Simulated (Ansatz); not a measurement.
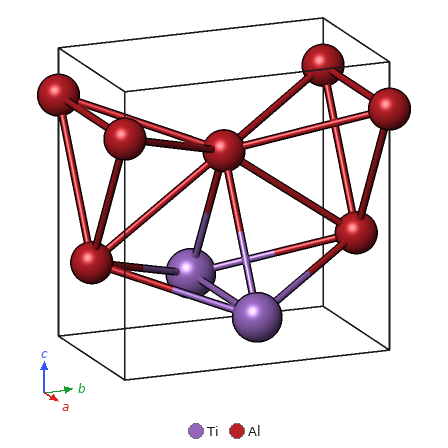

System: TiAl₃, space group Pmm2 (No. 25). The picture shows the conventional cell.

The given structure:
```
CELL_PARAMETERS angstrom
2.83968 0.00000 0.00000
0.00000 4.68126 0.00000
0.00000 0.00000 4.90074
ATOMIC_POSITIONS crystal
Ti 0.00000 0.50000 0.16592
Al 0.00000 0.00000 0.83590
Al 0.50000 0.00000 0.33091
Al 0.50000 0.50000 0.66727
```

How it was computed, with Ansatz 0.2.0: all-electron LAPW DFT, no spin polarisation; energies at scaled volumes of the given cell, shape and fractions fixed, counted from the fit's minimum, third-order Birch-Murnaghan fit. Level: PBEsol.

- k mesh: 9×6×6
- occupations: Fermi–Dirac
- smearing width: 0.05 eV
- potentials: all electron LAPW, scalar relativistic
- program settings: basis error eV/atom 0.001

What does the calculation give for the energy and pressure against volume? The volume takes the values 15.31, 15.64, 15.96, 16.29, 16.61, 16.94, 17.26 Å³/atom.

A third-order Birch–Murnaghan fit gives V0 = 15.89 Å³/atom, B0 = 104 GPa and B′ = 4.1. The energy is 7.44 meV/atom at volume 15.31 Å³/atom and 33.37 meV/atom at 17.26 Å³/atom; the lowest computed point is at volume 15.96 Å³/atom (0.09 meV/atom), in a single well. The pressure falls from 4.21 GPa at volume 15.31 Å³/atom to −7.27 GPa at 17.26 Å³/atom, and changes sign near 15.90 Å³/atom.

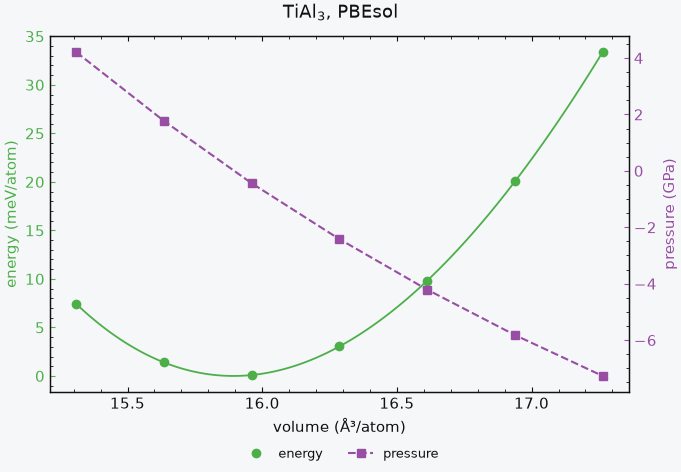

Keep in mind: shape and atomic fractions are frozen while scaling, which makes layered, chain and framework solids too stiff.
